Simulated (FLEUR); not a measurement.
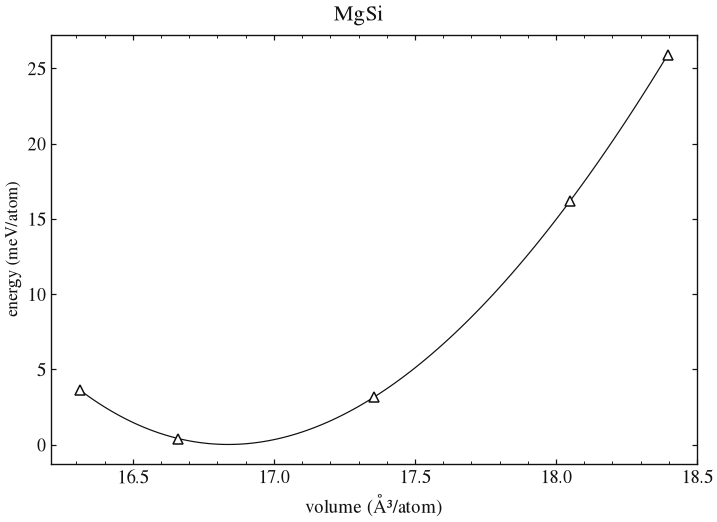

Plotted: energy against volume for MgSi, space group P4/mmm (No. 123).

Cell as given: a = 2.908 Å, b = 2.908 Å, c = 4.103 Å, α = 90.00°, β = 90.00°, γ = 90.00°; 2 atoms.

Method: all-electron LAPW DFT, no spin polarisation; energies at scaled volumes of the given cell, shape and fractions fixed, counted from the fit's minimum, third-order Birch-Murnaghan fit (FLEUR MaX-R8.1 (later development tree)). Level: AM05.

```
         setting                         value
          k mesh                         9×9×7
     occupations                   Fermi–Dirac
  smearing width                       0.05 eV
      potentials                  all electron
program settings  basis FLAPW, kmax 4.1 1/bohr
```

This calculation gives: equilibrium volume 16.84 Å³/atom and bulk modulus 66.9 GPa.

Now the level changes from AM05 to LDA. What happens?

The equilibrium volume falls from 16.84 to 16.47 Å³/atom (−2.2 %) and the bulk modulus rises from 66.9 to 69.0 GPa (+3.1 %).

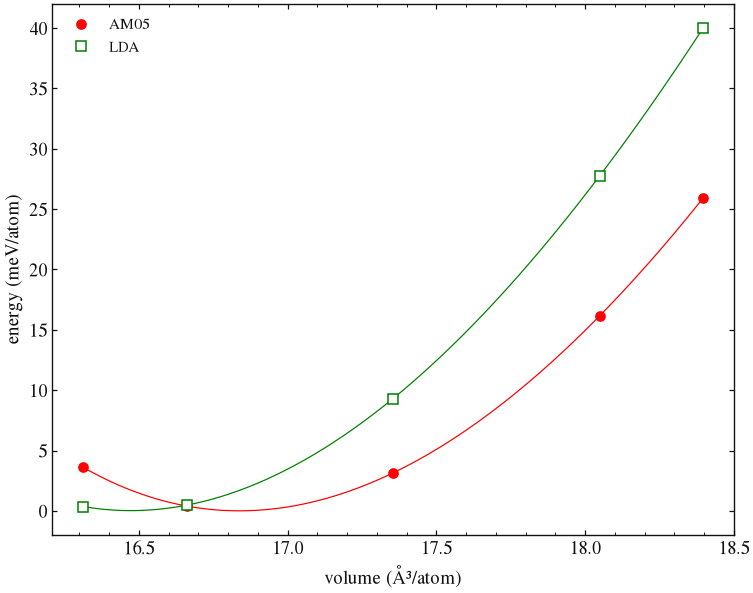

The two results together.

For both, limits of the calculation: shape and atomic fractions are frozen while scaling, which makes layered, chain and framework solids too stiff.

V0 and the bulk modulus come from third-order Birch–Murnaghan fits.
